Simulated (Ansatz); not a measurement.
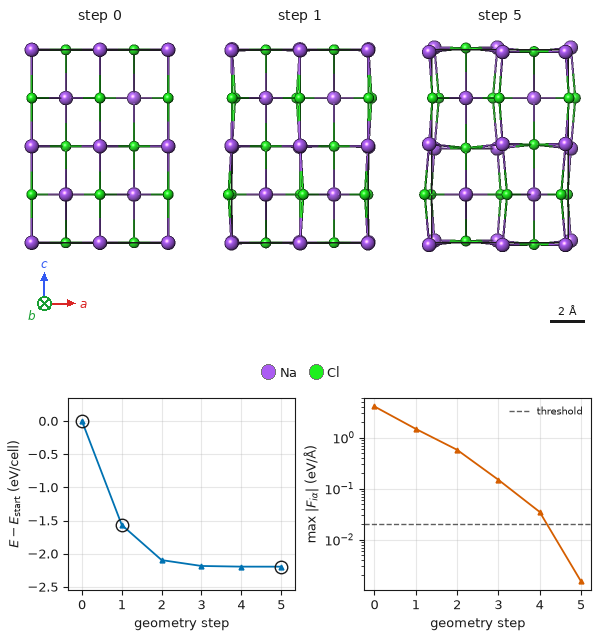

Frames of a relaxation of a defect cell of composition Na7Cl8 (cell charge −1) (started half-way along a vacancy jump, in the symmetry of that start), marked on the history of the run. A ball-and-stick model of the conventional cell (2 times the calculation's cell), seen along the b axis. Lengths and directions refer to the drawn axes.

Level of theory: DFT PBE, scalar-relativistic, plane waves, PAW in Ansatz.

The input:
```yaml
crystal:
  lattice:
    - [-5.695574787, 0.0, 5.695574787]
    - [-5.695574787, -5.695574787, 0.0]
    - [0.0, -5.695574787, 5.695574787]
  atoms:
    - { symbol: Na, position: [0.0, -0.25, 0.5] }
    - { symbol: Na, position: [0.0, 0.5, 0.0] }
    - { symbol: Na, position: [0.0, 0.0, 0.0] }
    - { symbol: Na, position: [0.5, 0.5, 0.5] }
    - { symbol: Na, position: [0.5, 0.0, 0.5] }
    - { symbol: Na, position: [0.5, 0.5, 0.0] }
    - { symbol: Na, position: [0.5, 0.0, 0.0] }
    - { symbol: Cl, position: [0.25, 0.75, 0.25] }
    - { symbol: Cl, position: [0.25, 0.25, 0.25] }
    - { symbol: Cl, position: [0.25, 0.75, 0.75] }
    - { symbol: Cl, position: [0.25, 0.25, 0.75] }
    - { symbol: Cl, position: [0.75, 0.75, 0.25] }
    - { symbol: Cl, position: [0.75, 0.25, 0.25] }
    - { symbol: Cl, position: [0.75, 0.75, 0.75] }
    - { symbol: Cl, position: [0.75, 0.25, 0.75] }
total_charge: -1
basis:
  ecutwfc: 420
kpoints:
  mp_grid: { grid: [4, 4, 4] }
hamiltonian:
  xc: pbe
scf:
  occupations: { method: gaussian, width: 0.05 }
output:
  forces: true
  stress: true
  eigenvalues: true
  write_density: true
  write_potential: true
  elf: true
  volumetric_format: npy
relax:
  adjacent_minimum: "off"
  f_tol: 0.02
  max_steps: 60
  escape_saddle: false
```

Launched with:
```bash
ansatz run input.yaml --threads 4 --pin off --max-ram 9216MiB --backend cpu --events-out ev --progress --plain --runs-dir out
```

### What happens along the run?

The largest moves, 0.42 Å, are those of Cl8 and Cl14. Cl8 goes along −a. Largest moves by element: Cl 0.42 Å, Na 0.20 Å. The cell stays as it was. Some distances before and after: Na1–Cl14 2.014 → 2.433 Å, Na1–Cl10 3.488 → 3.323 Å, Na6–Cl15 2.848 → 2.689 Å, Na2–Cl14 2.848 → 2.992 Å. Bond angles that change, for instance: Cl8–Na7–Cl14 90.0° → 72.0°, Na6–Cl14–Na7 90.0° → 108.0°, Cl8–Na7–Cl15 180.0° → 169.0°. Over 5 geometry steps the energy falls by 2.195 eV per cell of the calculation. Largest force component: 4.1 eV/Å at the start, 0.0015 eV/Å at the end. From step 0 to 1: Cl atoms move most (0.20 Å), energy −1.568 eV per cell of the calculation. From step 1 to 5: Cl atoms move most (0.22 Å), energy −0.627 eV per cell of the calculation.

| step | E − E(0), meV/atom | largest force component, eV/Å |
| --- | --- | --- |
| 0 | 0.00 | 4.0716 |
| 1 | -104.52 | 1.4824 |
| 2 | -139.74 | 0.5776 |
| 3 | -145.64 | 0.1495 |
| 4 | -146.31 | 0.0351 |
| 5 | -146.35 | 0.0015 |

Limits of the set-up: the periodic images lie only 8.1 Å apart, so the values are limited by the cell's size; the cell is charged, on a uniform background, and energies carry no finite-size correction.
